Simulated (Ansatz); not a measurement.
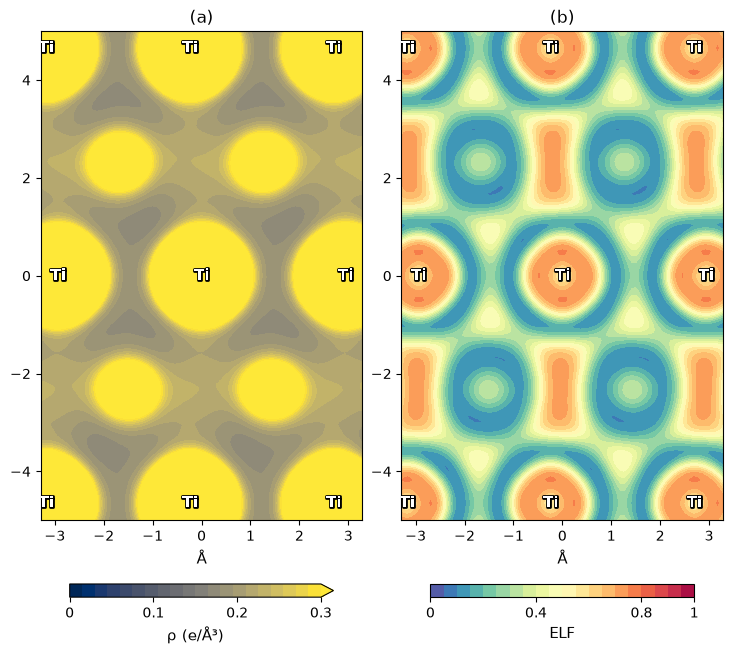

Figure 1: Ti. (a) valence charge density (pseudo); (b) electron localisation function on the (100) plane of the conventional cell.

Space group Cc; computed without spin polarisation; PAW files of the earlier set (soft_1).

These are results of Ansatz 0.2.0, DFT PBE, scalar-relativistic, plane waves, PAW, not measurements.

Question: Read the bonding off the picture.

Answer:
- Atoms in the plane: Ti.
- Atoms just off the plane (Ti, 0.8 Å away) can leave unmarked features too.
- Between the atoms the lowest density in this plane is 0.17 e/Å³.
- The ELF has a maximum of about 0.75 in the space between the atoms, 1.7 Å from four Ti atoms, on no atom or two-centre bond.
- The features right at Ti lie inside the PAW spheres, where the map follows smoothed inner orbitals and isn't to be read closely.

Question: Does the calculation give a band gap?

Answer: It is metallic or semimetallic at this level of theory: no gap opens.
